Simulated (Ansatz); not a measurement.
## Ir: single-point calculation

The run: single-point calculation of Ir (Pmma, 4 atoms in the cell). Method and program: DFT PBEsol, scalar-relativistic, plane waves, PAW, spin-polarised (Ansatz 0.2.0).

The structure derives from a Materials Project entry. It belongs to a series of runs on one base structure; here: antiferromagnetic, doubled cell, propagation vector (0, 0, 1/2). Figures and captions count atoms from 1; the log counts them from 0 in places.

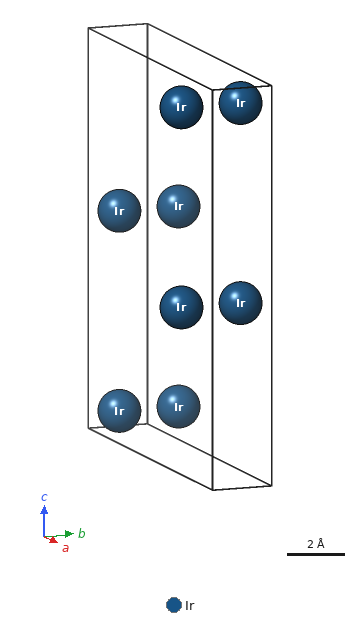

Fig. 1: The input geometry (spheres-only view of the cell of the calculation, seen slightly off an axis). An atom can appear more than once, as a periodic image.

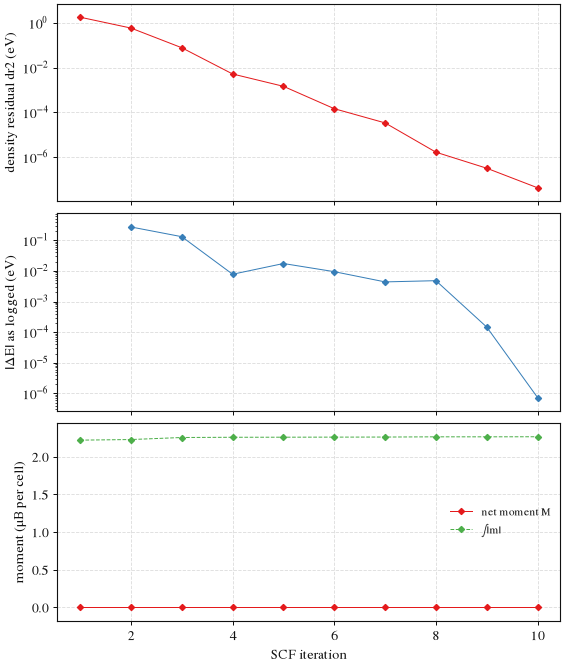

Fig. 2: Convergence of the self-consistent field: density residual dr2, size of the energy change and magnetic moment against the SCF iteration. The residual falls at every step. The net moment stays at 0.0 μB per cell.

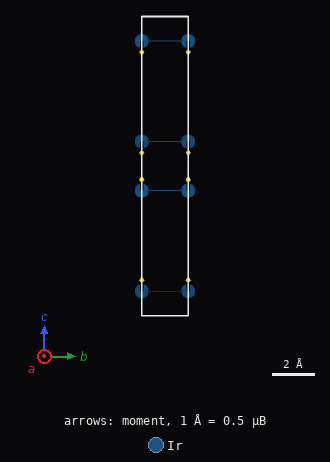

Fig. 3: Magnetic moments of the sites as yellow arrows (ball-and-stick view of the cell of the calculation, along the a axis; atoms are numbered from 1 in the order of the input); small moments hardly show. The run is collinear, so the axis drawn is arbitrary. Site moments: Ir2 (0.41 μB); Ir3 (−0.41 μB); Ir1 (0.41 μB); Ir4 (−0.41 μB). They are counted near the atoms and needn't add up to the moment of the cell.

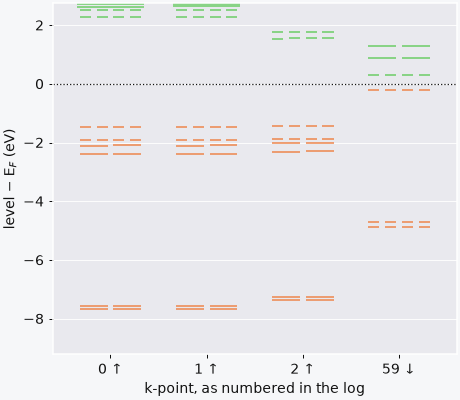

Fig. 4: Kohn–Sham levels near the Fermi level (dotted) at the few k-points that the log prints; levels within 0.02 eV of each other stand side by side. The system is metallic on the full mesh.

These pictures come from the run below.

Input:
```yaml
crystal:
  lattice:
    - [12.23845525, 0.0, 0.0]
    - [0.0, 2.23343126, 0.0]
    - [0.0, 0.0, 14.3860016]
  atoms:
    - { symbol: Ir, position: [0.25, 0.0, 0.0819942], spin: 1.0 }
    - { symbol: Ir, position: [0.75, 0.0, 0.4180058], spin: 1.0 }
    - { symbol: Ir, position: [0.25, 0.0, 0.5819942], spin: -1.0 }
    - { symbol: Ir, position: [0.75, 0.0, 0.9180058], spin: -1.0 }
basis:
  ecutwfc: 420
kpoints:
  mp_grid: { grid: [4, 18, 3] }
hamiltonian:
  xc: pbesol
scf:
  occupations: { method: gaussian, width: 0.1 }
  lower_state_search: "off"
output:
  forces: true
  stress: true
  eigenvalues: true
  populations: true
magnetization:
  spin_polarized: true
```

Launched with:
```bash
ansatz run input.yaml --threads 1 --pin off --max-ram 2560MiB --backend cpu --events-out ev --progress --plain --runs-dir out
```

What the program printed:
```
Engine: ansatz 0.2.0, x86_64-unknown-linux-gnu
Pseudopotentials: kind: paw
Pseudopotential: Ir, paw, valence charge 17, recommended cutoff 420 eV (normal), Ir.paw.azcp
Functional definition: PBEsol
  exchange = pbesol_x
  correlation = pbesol_c
Crystal: 4 atoms, lattice volume = 393.223 Å³
Basis set: ecut = 420 eV, 7739 PW (Γ), exchange–correlation on 180×30×200 points (8 copies of the dense FFT grid, shifted against one another)
Bands: 44, of which v1, the nominal top of the filled ones, is band 34 counted from 1 (33 counted from 0)
Symmetry: 8 space group operations
Space group: Pmma (ITA 51), of the structure as read, at distance tolerance 7.3e-5 Å
Magnetic group: BNS 51.300 (UNI 398), of the structure as read, at distance tolerance 7.3e-5 Å
k-points: 60 of 216
Non-local potential: Ir, projectors of the file, l = 0: 3, l = 1: 2, l = 2: 2, l = 3: 1
PAW form: soft (Blöchl's): semilocal exchange-correlation on the pseudo side does not see the compensation charge
PAW frozen core: Ir, regenerated for the run's functional, and the local potential with it (the file was generated under x = pbe(κ = 0.804, μ = 0.2195149727645171), c = pbe(β = 0.06672455060314922))
PAW one-centre angular grid: Ir, 590 points (default); XC on 64 Gauss nodes
Initial density: superposition of atomic densities (neutral atoms: chi_scale 0, normalization atom)
Starting moments: Σ|m| = 4 μB on 4 of 4 sites
Starting magnetic order: antiferromagnet; a translation exchanges its spin sublattices: spin-degenerate at every k-point
Initial wavefunctions: pseudopotential atomic-orbital guess
Functional: x = pbesol(κ = 0.804, μ = 0.12345679012345678), c = pbesol(β = 0.046)
iter 1 solved again at ethr=2.64e-3 eV; its pass at ethr=3.10e-3 eV (dr2=1.80e0 eV) is discarded
SCF iter   1: F=—  HF=-47179.075904 eV  |F-HF|=—  |Δ(HF+E_count)|=         —  Δρ=1.96e-2 (↑1.96e-2 ↓1.96e-2)  dr2=1.79e0  dr2_m=8.31e-1  M=0.000 μB ∫|m|=2.219 μB  β_m=0.30  ethr=2.64e-3  ⟨swp⟩=1.3  Hψ=13339  notcnv=0  defer=1
preconditioner: auto → Resta (q_TF=auto, 2.036 Å⁻¹)  ε∞=4.5  [insulator: Δε(μ)=0.163 eV  Ē_g=5.987 eV  σ=0.100 eV  W_gap=0.74  n_scr=58 (ndim 8)  ℏωp=11.2 eV  f_vac=0.615  D(μ)=7.21/eV (n_scr^D=50)  ε∞_Penn≈4.5  vacuum switching on, ρ_ref=2.6e-3 e/Å³]
spin=Collinear: Resta preconditioning applied to the charge; magnetization (m = ρ↑ − ρ↓) channel mixes plain (no charge-response kernel on spin).
SCF iter   2: F=—  HF=-47178.803963 eV  |F-HF|=—  |Δ(HF+E_count)|=   2.72e-1  Δρ=1.28e-2 (↑1.28e-2 ↓1.28e-2)  dr2=5.85e-1  dr2_m=3.99e-1  M=0.000 μB ∫|m|=2.227 μB  β_m=0.30  ethr=2.63e-3  ⟨swp⟩=1.9  Hψ=2935  notcnv=0  defer=4
preconditioner: auto → LDOS  [metal: Δε(μ)=0.066 eV  Ē_g=5.917 eV  σ=0.100 eV  W_gap=0.33  n_scr=58 (ndim 8)  ℏωp=11.2 eV  f_vac=0.614  D(μ)=9.17/eV (n_scr^D=60)]
spin=Collinear: LDOS preconditioning applied to the charge; magnetization (m = ρ↑ − ρ↓) channel mixes plain (no charge-response kernel on spin).
SCF iter   3: F=—  HF=-47178.673378 eV  |F-HF|=—  |Δ(HF+E_count)|=   1.31e-1  Δρ=7.97e-3 (↑7.97e-3 ↓7.97e-3)  dr2=7.72e-2  dr2_m=2.08e-1  M=0.000 μB ∫|m|=2.254 μB  β_m=0.30  ethr=8.60e-4  ⟨swp⟩=2.7  Hψ=4066  notcnv=0  defer=84
SCF iter   4: F=—  HF=-47178.681148 eV  |F-HF|=—  |Δ(HF+E_count)|=   7.77e-3  Δρ=5.52e-3 (↑5.52e-3 ↓5.52e-3)  dr2=5.19e-3  dr2_m=1.07e-1  M=0.000 μB ∫|m|=2.257 μB  β_m=0.30  ethr=1.14e-4  ⟨swp⟩=2.1  Hψ=4082  notcnv=0  defer=86
SCF iter   5: F=—  HF=-47178.698507 eV  |F-HF|=—  |Δ(HF+E_count)|=   1.74e-2  Δρ=3.91e-3 (↑3.91e-3 ↓3.91e-3)  dr2=1.46e-3  dr2_m=5.45e-2  M=0.000 μB ∫|m|=2.258 μB  β_m=0.30  ethr=7.63e-6  ⟨swp⟩=2.2  Hψ=4017  notcnv=0  defer=86
SCF iter   6: F=—  HF=-47178.707935 eV  |F-HF|=—  |Δ(HF+E_count)|=   9.43e-3  Δρ=2.78e-3 (↑2.78e-3 ↓2.78e-3)  dr2=1.46e-4  dr2_m=2.78e-2  M=0.000 μB ∫|m|=2.259 μB  β_m=0.30  ethr=2.14e-6  ⟨swp⟩=2.4  Hψ=4149  notcnv=0  defer=86
Mixer restart at iter 6: flushing history
spin-set hold released at iteration 6 (site moments contracting): the magnetisation degrees of freedom join the quasi-Newton model from the next iteration; the mixer history was flushed
SCF iter   7: F=—  HF=-47178.712308 eV  |F-HF|=—  |Δ(HF+E_count)|=   4.37e-3  Δρ=2.00e-3 (↑2.00e-3 ↓2.00e-3)  dr2=3.38e-5  dr2_m=1.44e-2  M=0.000 μB ∫|m|=2.260 μB  β_m=0.65  ethr=2.15e-7  ⟨swp⟩=2.0  Hψ=4468  notcnv=0  defer=80
SCF iter   8: F=—  HF=-47178.717098 eV  |F-HF|=—  |Δ(HF+E_count)|=   4.79e-3  Δρ=4.84e-5 (↑4.84e-5 ↓4.84e-5)  dr2=1.66e-6  dr2_m=7.88e-6  M=0.000 μB ∫|m|=2.263 μB  β_m=0.68  ethr=4.97e-8  ⟨swp⟩=3.0  Hψ=5660  notcnv=0  defer=80
SCF iter   9: F=—  HF=-47178.717244 eV  |F-HF|=—  |Δ(HF+E_count)|=   1.46e-4  Δρ=1.94e-5 (↑1.94e-5 ↓1.94e-5)  dr2=3.19e-7  dr2_m=1.22e-6  M=0.000 μB ∫|m|=2.263 μB  β_m=0.83  ethr=2.45e-9  ⟨swp⟩=2.0  Hψ=4264  notcnv=0  defer=80
SCF iter  10: F=-47178.717245 eV  HF=-47178.717245 eV  |F-HF|=2.73e-8  |Δ(HF+E_count)|=   7.28e-7  Δρ=1.53e-6 (↑1.53e-6 ↓1.53e-6)  dr2=4.26e-8  dr2_m=9.11e-10  M=0.000 μB ∫|m|=2.264 μB  ethr=1.47e-10  ⟨swp⟩=10.5  Hψ=11366  notcnv=0
SCF 1 converged in 10 iterations: F = -47178.717245 eV  dr2 = 4.26e-8
  greatest PAW one-centre occupation: 1.001 electrons in one spin orbital (limit 2), on the Ir atom at site 3 (counted from 0), in its partial waves of l = 1
SCF converged after 10 iterations
Magnetization: 0.0000 μB (34.0000 up, 34.0000 down)
Absolute magnetization: 2.2636 μB (∫|ρ↑−ρ↓|, with the PAW one-centre terms)
Spin contamination: 0.9778 ħ² per cell (⟨S²⟩ above its minimum at these occupations)
Per-site moments (μB) at R_I (Å): [(0.4077937023897847, 0.9212903947500001), (0.4077937023897848, 0.9212903947500001), (-0.4077937023897848, 0.9212903947500001), (-0.4077937023897847, 0.9212903947500001)]
Free energy (F): -47178.717245 eV
Harris-Foulkes:  -47178.717245 eV  (|F-HF|=2.73e-8)
Internal energy: -47178.685130 eV  (E = F + TS)
E sigma→0 (E₀):  -47178.701187 eV
Entropy (-TS):   -0.032114 eV (-8.029 meV/atom)
Fermi energy:    -1.373660 eV
--- Per-component energies (eV) ---
  E_band       = -2072.543567
  E_kinetic    = 2480.252672
  E_local      = -17276.544792  (includes V_loc(G=0)·N_el)
  E_nonlocal   = 321.530106
  E_hartree    = 7260.786974
  E_xc         = -1047.100802
  E_vxc        = -1173.237614  (∫ρ·V_xc dr)
  E_paw        = -36360.313875  (= ΣΔE_a)
  E_vpaw       = -946.123974  (= ΣTr[D̂ρ^β])
  E_aug_tail   = 0.000245  (compensation charges beyond the density's cutoff)
  E_ewald      = -2558.356797
  E_core_change = 1.061139  (= ΣΔE_core)
  E_smearing   = -0.032114  (= −TS)
  E_closure    = -0.000000  (closes the sum)
  Σ components = -47178.717245   (vs F -47178.717245, Δ=0.00e0)
--- Forces (eV/Å), atoms counted from 1 ---
  atom   1  Ir     0.00000000     0.00000000    -0.00070040
  atom   2  Ir     0.00000000     0.00000000     0.00070040
  atom   3  Ir     0.00000000     0.00000000    -0.00070040
  atom   4  Ir     0.00000000     0.00000000     0.00070040
  max |Σ_I F_I| component: 0.00e0 eV/Å
--- Stress (GPa, compression-positive) ---
       -0.013282       0.000000       0.000000
        0.000000       2.285822       0.000000
        0.000000       0.000000      -0.008384
  P = ⅓ Tr σ = 0.7547 GPa (7.547 kbar)
--- Band table (eV; the first three rows and the last of 120) ---
  k-point 0 ↑: bands = ["-93.2526", "-93.2526", "-93.0039", "-93.0039", "-49.8851", "-49.8851", "-49.8851", "-49.8850", "-49.4899", "-49.4899", "-49.4899", "-49.4899", "-49.3652", "-49.3651", "-49.2197", "-49.2197", "-9.0416", "-9.0416", "-8.9276", "-8.9275", "-3.7593", "-3.7483", "-3.4794", "-3.4753", "-3.2892", "-3.2879", "-3.2873", "-3.2872", "-2.8421", "-2.8409", "-2.8403", "-2.8395", "0.9028", "0.9028", "0.9028", "0.9028", "1.1570", "1.1570", "1.1571", "1.1571", "1.2434", "1.3430", "1.3986", "1.4239"]
  k-point 1 ↑: bands = ["-93.2526", "-93.2526", "-93.0039", "-93.0039", "-49.8851", "-49.8851", "-49.8850", "-49.8850", "-49.4899", "-49.4899", "-49.4899", "-49.4899", "-49.3652", "-49.3651", "-49.2197", "-49.2196", "-9.0416", "-9.0416", "-8.9276", "-8.9275", "-3.7580", "-3.7492", "-3.4816", "-3.4735", "-3.2892", "-3.2880", "-3.2874", "-3.2872", "-2.8420", "-2.8410", "-2.8402", "-2.8395", "0.9028", "0.9028", "0.9028", "0.9028", "1.1570", "1.1570", "1.1571", "1.1571", "1.2752", "1.3528", "1.4253", "1.5016"]
  k-point 2 ↑: bands = ["-93.2448", "-93.2448", "-92.9959", "-92.9959", "-49.8761", "-49.8761", "-49.8761", "-49.8761", "-49.4808", "-49.4808", "-49.4808", "-49.4808", "-49.4505", "-49.4505", "-49.3054", "-49.3054", "-8.7493", "-8.7493", "-8.6343", "-8.6343", "-3.6850", "-3.6741", "-3.4047", "-3.4008", "-3.2453", "-3.2440", "-3.2433", "-3.2432", "-2.7967", "-2.7956", "-2.7950", "-2.7942", "0.1653", "0.1745", "0.1810", "0.1819", "0.3850", "0.3857", "0.3947", "0.3993", "1.8267", "1.9019", "1.9778", "1.9875"]
  k-point 59 ↓: bands = ["-92.9876", "-92.9876", "-92.7363", "-92.7363", "-51.9154", "-51.9154", "-51.7801", "-51.7801", "-49.5799", "-49.5799", "-49.5799", "-49.5799", "-49.1801", "-49.1801", "-49.1801", "-49.1801", "-6.2488", "-6.2488", "-6.2488", "-6.2488", "-6.0715", "-6.0715", "-6.0715", "-6.0715", "-1.5943", "-1.5943", "-1.5942", "-1.5942", "-1.0800", "-1.0800", "-1.0799", "-1.0799", "-0.4867", "-0.4867", "-0.0816", "-0.0816", "4.4321", "4.4321", "4.4625", "4.4625", "8.9267", "8.9267", "9.0376", "9.0376"]
--- Löwdin populations: 4 sites ---
  site symbol       q [e]    m [muB]
     0     Ir     16.9454     0.5578
     1     Ir     16.9454     0.5578
     2     Ir     16.9454    -0.5578
     3     Ir     16.9454    -0.5578
  spilling = 0.003214 (of n_electrons = 68.000000)
```

File populations.tsv:
```
# site	symbol	l	j	q_up	q_dn
# orbitals = lowdin
# n_electrons = 68.000000
# spilling = 0.003214
0	Ir	0_5S	-	0.994181	0.994245
0	Ir	0_6S	-	0.637114	0.626754
0	Ir	1_5P	-	2.994089	2.993877
0	Ir	2_5D	-	4.126177	3.578918
1	Ir	0_5S	-	0.994181	0.994245
1	Ir	0_6S	-	0.637114	0.626754
1	Ir	1_5P	-	2.994089	2.993877
1	Ir	2_5D	-	4.126177	3.578918
2	Ir	0_5S	-	0.994245	0.994181
2	Ir	0_6S	-	0.626754	0.637114
2	Ir	1_5P	-	2.993877	2.994089
2	Ir	2_5D	-	3.578918	4.126177
3	Ir	0_5S	-	0.994245	0.994181
3	Ir	0_6S	-	0.626754	0.637114
3	Ir	1_5P	-	2.993877	2.994089
3	Ir	2_5D	-	3.578918	4.126177
```

Summary:

| quantity | value |
| --- | --- |
| outcome | converged |
| space group (tolerance 0.01 Å) | Pmma (51) |
| electrons treated | 68 |
| free energy | −47178.7172 eV |
| Fermi energy | −1.374 eV |
| gap on the k-point mesh | none (metallic) |
| net moment of the cell | 0.00 μB |
| integrated absolute moment | 2.26 μB |
| pressure | 0.75 GPa |
| largest force (length of the vector) | 0.001 eV/Å |
| hardware | 1 thread of Intel Xeon @ 2.50GHz (Skylake/Cascade Lake), 189 GiB of memory available, shared host |
| wall time | 3.1 min |
| peak memory | 1.3 GiB |

Warnings of the run: the state was not tested for a lower one. Spin–orbit coupling is left out, which matters for Ir.
